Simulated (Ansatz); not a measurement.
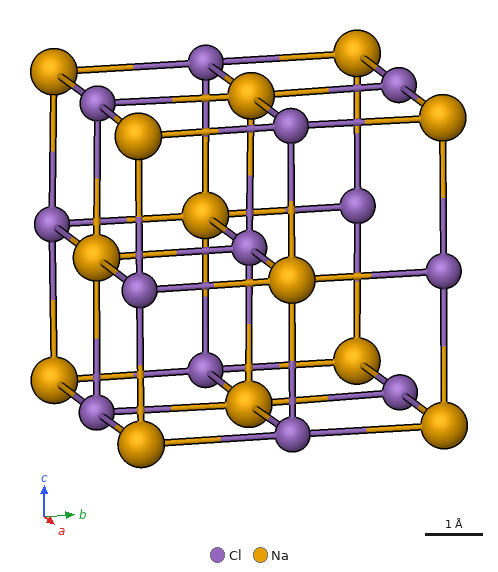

This is the input geometry for a relaxation of a defect cell of composition Cl32Na31. The picture is a ball-and-stick view of the atoms within 5.0 Å of the atom that moves most (axes of the cell of the calculation), seen slightly off an axis.

The atoms of the start lie slightly off their symmetric places, so part of the fall in energy undoes that.

These are results of DFT, PBEsol, PAW, plane waves in Ansatz, not measurements.

Set-up: plane-wave cutoff 420 eV; k-point mesh 1 × 1 × 1; mesh shifted by (0.25, 0.25, 0.25); collinear spin; atoms relaxed in a fixed cell; force threshold 0.03 eV/Å; at most 80 steps.

```
CELL_PARAMETERS angstrom
11.20000 0.00000 0.00000
0.00000 11.20000 0.00000
0.00000 0.00000 11.20000
ATOMIC_POSITIONS crystal
Cl 0.24893 0.00144 0.99964
Cl 0.24808 0.99743 0.50097
Cl 0.25202 0.49912 0.00368
Cl 0.24940 0.50052 0.50112
Cl 0.75128 0.00258 0.99899
Cl 0.75205 0.00045 0.50002
Cl 0.74876 0.50250 0.00204
Cl 0.75164 0.50141 0.50127
Cl 0.00346 0.25013 0.99918
Cl 0.99908 0.25285 0.50023
Cl 0.99973 0.74719 0.00102
Cl 0.00299 0.75026 0.50078
Cl 0.49865 0.25109 0.00321
Cl 0.50076 0.25148 0.50098
Cl 0.49786 0.74837 0.99991
Cl 0.50097 0.75142 0.49949
Cl 0.00261 0.00110 0.25027
Cl 0.99991 0.00323 0.74992
Cl 0.99958 0.49830 0.24624
Cl 0.99984 0.49868 0.74737
Cl 0.50369 0.99937 0.24908
Cl 0.50008 0.00194 0.75001
Cl 0.49768 0.50054 0.25090
Cl 0.50023 0.49801 0.75055
Cl 0.24871 0.25018 0.24924
Cl 0.25102 0.24993 0.74897
Cl 0.24904 0.75262 0.24767
Cl 0.25026 0.74839 0.75035
Cl 0.74971 0.25312 0.25045
Cl 0.75081 0.24987 0.75197
Cl 0.74729 0.74848 0.25115
Cl 0.75070 0.74871 0.74938
Na 0.00386 0.99966 0.00245
Na 0.99665 0.99811 0.49965
Na 0.99627 0.49927 0.99865
Na 0.00023 0.49929 0.49716
Na 0.49874 0.99959 0.99944
Na 0.49954 0.00028 0.49943
Na 0.50024 0.50034 0.00207
Na 0.24592 0.24989 0.99922
Na 0.24952 0.24967 0.50068
Na 0.25059 0.74815 0.00151
Na 0.25016 0.75039 0.50408
Na 0.75075 0.25145 0.99795
Na 0.74869 0.25222 0.50101
Na 0.75182 0.75255 0.99878
Na 0.75116 0.74798 0.50075
Na 0.25029 0.00066 0.24778
Na 0.24907 0.00027 0.74856
Na 0.25139 0.49862 0.24984
Na 0.24977 0.49954 0.74900
Na 0.75203 0.00303 0.24976
Na 0.75056 0.99887 0.74983
Na 0.75347 0.50170 0.25101
Na 0.74969 0.50030 0.75004
Na 0.99756 0.25237 0.25032
Na 0.00075 0.25159 0.74875
Na 0.00037 0.74898 0.25002
Na 0.00205 0.75140 0.75156
Na 0.50446 0.24959 0.24794
Na 0.50220 0.25410 0.74798
Na 0.50062 0.75003 0.24870
Na 0.50025 0.74786 0.75101
```

**What does the optimiser find from here?**

Over 2 geometry steps the energy falls by 0.153 eV per cell of the calculation. Largest force component: 0.19 eV/Å at the start, 0.0054 eV/Å at the end. The atom that moves furthest is Cl14 (0.10 Å roughly along −b). By element the largest moves are Cl 0.10 Å, Na 0.09 Å. The lattice vectors keep their values. Some distances before and after: Cl14–Na38 2.814 → 2.711 Å, Cl23–Na54 2.865 → 2.765 Å, Cl14–Na60 2.834 → 2.765 Å, Cl25–Na60 2.864 → 2.806 Å. Bond angles that change, for instance: Na41–Cl14–Na45 179.8° → 174.6°, Na60–Cl14–Na61 178.8° → 174.7°, Na38–Cl14–Na41 89.3° → 92.7°.

After the run, drawn alike:

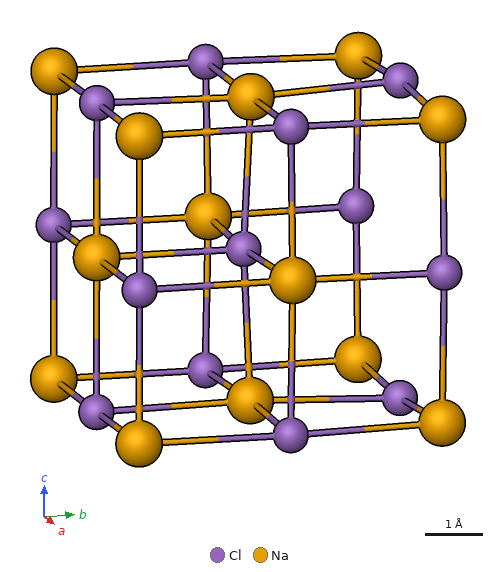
